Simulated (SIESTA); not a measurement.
# Pb: 7 runs along one coordinate

System: Pb (1 atom in the cell).
Method: Kohn-Sham DFT of a periodic cell, PBE, PseudoDojo 0.4 standard, converted to PSML, no spin polarisation (SIESTA 5.4.2).

The 7 runs differ only in the geometry, by an even scaling of the cell at fixed fractional positions. The structure derives from a Materials Project entry.

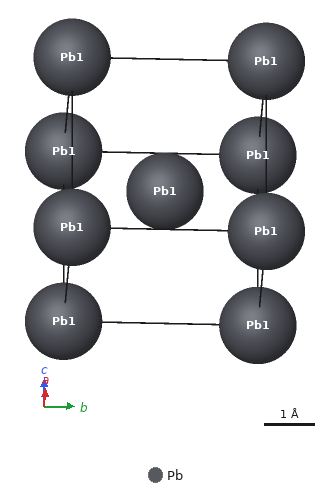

Figure 1. The structure of run 4 (spheres-only view of the cell 2 times as large as that of the calculation, set on its symmetry axes, seen at an oblique angle; atoms are numbered from 1 in the order of the input).

### Input of run 4
```
SystemName                      Pb
SystemLabel                     Pb
NumberOfSpecies                 1
NumberOfAtoms                   1
%block ChemicalSpeciesLabel
  1  82 Pb
%endblock ChemicalSpeciesLabel

LatticeConstant                 1.0 Ang
%block LatticeVectors
    -1.9796595667     1.9796595667     1.9796595667
     1.9796595667    -1.9796595667     1.9796595667
     1.9796595667     1.9796595667    -1.9796595667
%endblock LatticeVectors
AtomicCoordinatesFormat         Ang
%block AtomicCoordinatesAndAtomicSpecies
     0.0000000000     0.0000000000     0.0000000000  1
%endblock AtomicCoordinatesAndAtomicSpecies

%block kgrid.MonkhorstPack
    9   0   0  0.0
    0   9   0  0.0
    0   0   9  0.0
%endblock kgrid.MonkhorstPack
XC.Functional                   GGA
XC.Authors                      PBE
PAO.BasisSize                   DZP
PAO.EnergyShift                 0.002 Ry
Mesh.Cutoff                     500 Ry
OccupationFunction              FD
ElectronicTemperature           0.05 eV
MaxSCFIterations                120
SCF.MustConverge                false
SCF.Mixer.Method                Pulay
SCF.Mixer.Weight                0.25
SCF.Mixer.History               8
SCF.DM.Tolerance                5.0e-05
SCF.H.Tolerance                 1.0e-03 eV
WriteForces                     true
Charge.Mulliken                 end
Charge.Hirshfeld                end
Charge.Voronoi                  end
SaveRho                         true
SaveElectrostaticPotential      true
```

Command:
```bash
siesta Pb.fdf > Pb.out 2>&1
```

Lattice vectors (Å) and fractional positions of run 4:
```
  -1.979660    1.979660    1.979660
   1.979660   -1.979660    1.979660
   1.979660    1.979660   -1.979660
Pb  0.000000  0.000000  0.000000
```

Run 5 has the same physical settings and fractional positions; its lattice vectors (Å) are:
```
  -1.992770    1.992770    1.992770
   1.992770   -1.992770    1.992770
   1.992770    1.992770   -1.992770
```

### Results, with one run withheld

| run | volume per atom (Å³) | free energy per atom, from the lowest run given (meV) | pressure (GPa) |
| --- | --- | --- | --- |
| 1 | 29.172 | 40.48 | 4.87 |
| 2 | 29.792 | 24.16 | 3.55 |
| 3 | 30.413 | 12.76 | 2.43 |
| 4 | 31.034 | 5.01 | 1.57 |
| 5 | 31.654 | ? | ? |
| 6 | 32.275 | 0.00 | −0.06 |
| 7 | 32.896 | 1.38 | −0.67 |

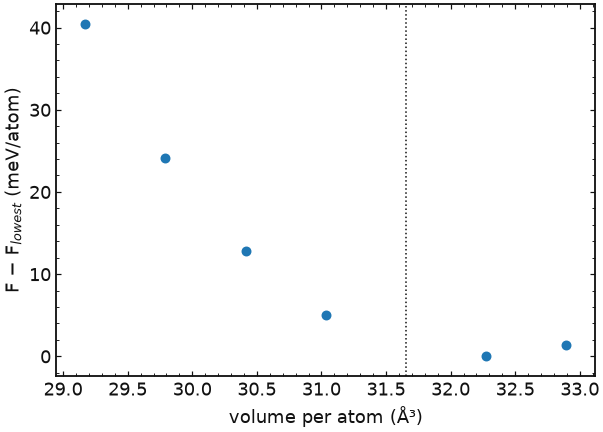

Figure 2. Free energy per atom of the runs given; the dotted line marks run 5.

What should run 5 give?

A cubic polynomial in V^(−2/3) (the Birch–Murnaghan form), fitted to the 6 runs given, misses them by at most 0.12 meV per atom. With x = V^(−2/3) − 0.10159 Å⁻², it reads F = 6.5972 + 4819.2 x + 9.1024e+05 x² + 1.3359e+07 x³ (meV per atom). At run 5 it gives 1.05 meV per atom, and the run itself gives 0.89. The slope of the fit gives a pressure −dF/dV of 0.65 GPa there, and the run prints 0.59 GPa. The two needn't agree exactly: the fit is approximate, and the printed stress is taken on a finite basis. The fit has its minimum at 32.217 Å³ per atom, where V d²F/dV² gives 34.4 GPa: the bulk modulus at this level, since symmetry fixes the shape and the positions.

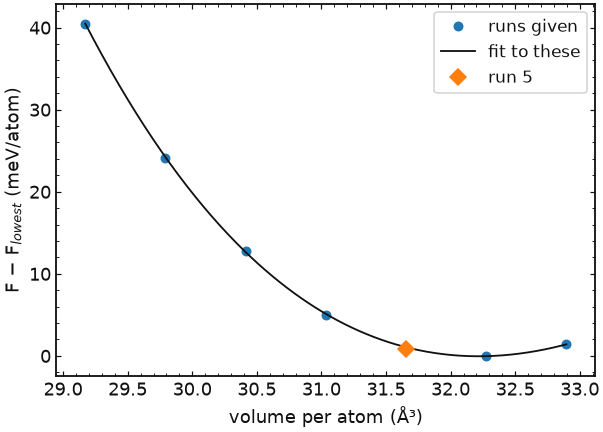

Figure 3. The fit and the withheld run.

### Some lines of the output (run 5)
```
[...]
outcell: Cell volume (Ang**3)        :     31.6542
stepf: Fermi-Dirac step function
siesta: Etot    =     -1914.863794
siesta: FreeEng =     -1914.869735
        iscf     Eharris(eV)        E_KS(eV)     FreeEng(eV)     dDmax    Ef(eV) dHmax(eV)
siesta: E_KS(eV) =            -1914.8919
siesta: E_KS - E_eggbox =     -1914.8919
siesta: Etot    =     -1914.891888
siesta: FreeEng =     -1914.899079
siesta:         Fermi =      -4.223756
siesta: Cell volume =         31.654226 Ang**3
    Orbital volume contribution        =           1.776917 eV
```

Notes: Points of doubt noted for this run: mulliken charges of long orbitals. Spin–orbit coupling is left out, which matters for Pb. With a small basis of atomic orbitals these values can differ much from converged plane-wave results.
